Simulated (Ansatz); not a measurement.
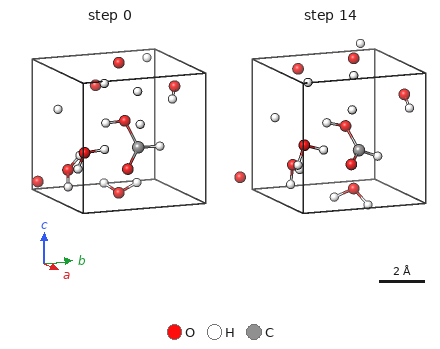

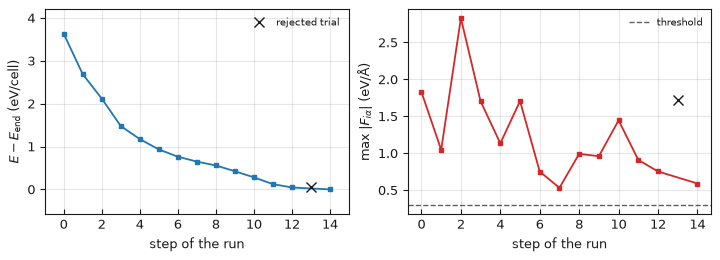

First and last geometry of a relaxation of an amorphous cell of composition H14CO8, with the history of the run. Style: ball-and-stick. Shown: the cell of the calculation, slightly off an axis.

The cell holds 6 H2O + 1 HCOOH. The run prepares the start of a later molecular dynamics calculation, from a guessed geometry.

These are results of DFT PBE, scalar-relativistic, plane waves, PAW in Ansatz 0.2.0, not measurements. Settings: plane-wave cutoff 420 eV; k-point mesh 1 × 1 × 1; occupations fermi dirac; smearing width 0.02 eV; no spin polarisation; atoms relaxed in a fixed cell; force threshold 0.3 eV/Å; at most 15 steps.

Q: Read the history and describe the run.

A: The relaxation stopped without meeting its thresholds, so the last structure isn't shown to be converged. It used up its limit of 15 steps. The atom that moves furthest is an H atom (1.16 Å roughly along [0 1 −2]). By element the largest moves are H 1.16 Å, O 1.11 Å, C 0.19 Å. The lattice vectors keep their values. Some distances before and after: H–O 0.969 → 1.000 Å, C–O 1.350 → 1.330 Å, C–O 1.212 → 1.225 Å, H–O 0.980 → 0.987 Å. Bond angles that change, for instance: C–O–H 106.0° → 111.0°, H–O–H 104.0° → 100.5°, H–O–H 104.0° → 106.9°. Over 13 accepted moves (14 points after the start) the energy falls by 3.633 eV per cell of the calculation. Largest force component: 1.8 eV/Å at the start, 0.59 eV/Å at the end. The line search rejected the trial step at point 13 of the run. The run took 31 s on 1 thread of Arm Neoverse V1, on a shared host, peak memory 0.33 GiB.

| step | E − E(0), meV/atom | largest force component, eV/Å | note |
| --- | --- | --- | --- |
| 0 | 0.00 | 1.8302 |  |
| 1 | -41.02 | 1.0465 |  |
| 2 | -65.80 | 2.8303 |  |
| 3 | -93.66 | 1.7037 |  |
| 4 | -106.90 | 1.1343 |  |
| 5 | -117.38 | 1.7067 |  |
| 6 | -124.77 | 0.7522 |  |
| 7 | -129.75 | 0.5325 |  |
| 8 | -133.69 | 0.9926 |  |
| 9 | -139.52 | 0.9599 |  |
| 10 | -145.73 | 1.4461 |  |
| 11 | -152.59 | 0.9100 |  |
| 12 | -156.01 | 0.7538 |  |
| 13 | -155.43 | 1.7259 | rejected |
| 14 | -157.96 | 0.5908 |  |

Limits of the set-up: the program's low-accuracy preset was used; the periodic images lie only 6.0 Å apart, so the values are limited by the cell's size.
